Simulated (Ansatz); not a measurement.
System: HfH$_{8}$, space group I4/mmm, 9 atoms in the cell.

```cif
data_structure
_symmetry_space_group_name_H-M 'P 1'
_symmetry_Int_Tables_number 1
_cell_length_a 4.1707
_cell_length_b 4.1707
_cell_length_c 4.1707
_cell_angle_alpha 99.883
_cell_angle_beta 99.883
_cell_angle_gamma 131.049
_cell_volume 49.79
loop_
_atom_site_label
_atom_site_type_symbol
_atom_site_fract_x
_atom_site_fract_y
_atom_site_fract_z
_atom_site_occupancy
Hf1 Hf 0.00000 0.00000 0.00000 1
H1 H 0.32820 0.32820 0.65640 1
H2 H 0.67180 0.67180 0.34360 1
H3 H 0.67180 0.32820 0.00000 1
H4 H 0.00000 0.57349 0.57349 1
H5 H 0.42651 0.00000 0.42651 1
H6 H 0.57349 0.00000 0.57349 1
H7 H 0.00000 0.42651 0.42651 1
H8 H 0.32820 0.67180 0.00000 1
```

Method: DFT PBE, scalar-relativistic, plane waves, PAW, no spin polarisation, 14×14×14 k mesh, Gaussian smearing of 0.1 eV (Ansatz 0.2.0).

What does the calculation give for the electronic structure? The path is Γ–X–M–Γ–Z|Z0–M|X–P–N–Γ.

A metal: 2 bands cross the Fermi level along this path. Bands cross the Fermi level on Γ–X, X–M, M–Γ, Γ–Z, X–P, P–N and N–Γ, and not on Z0–M. At Γ the nearest levels lie 1.06 eV below and 1.00 eV above the Fermi level.

The structure is an invented one, so it need not be a known or stable phase. Spin-orbit coupling is left out, which matters for Hf.

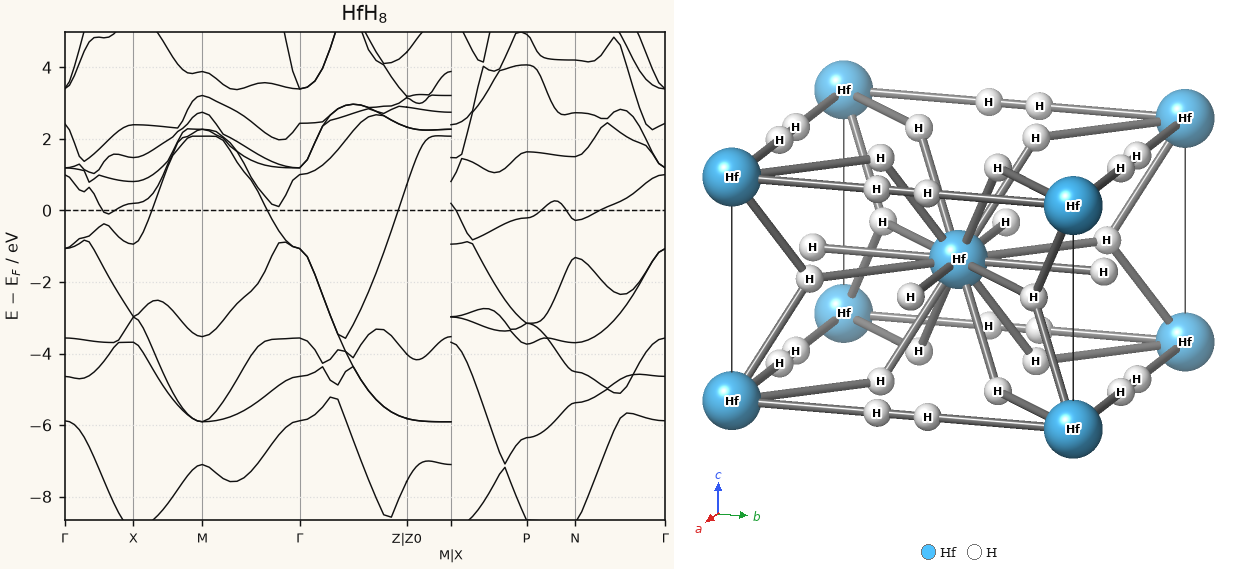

Band structure, beside the structure. Energies are counted from the Fermi level.
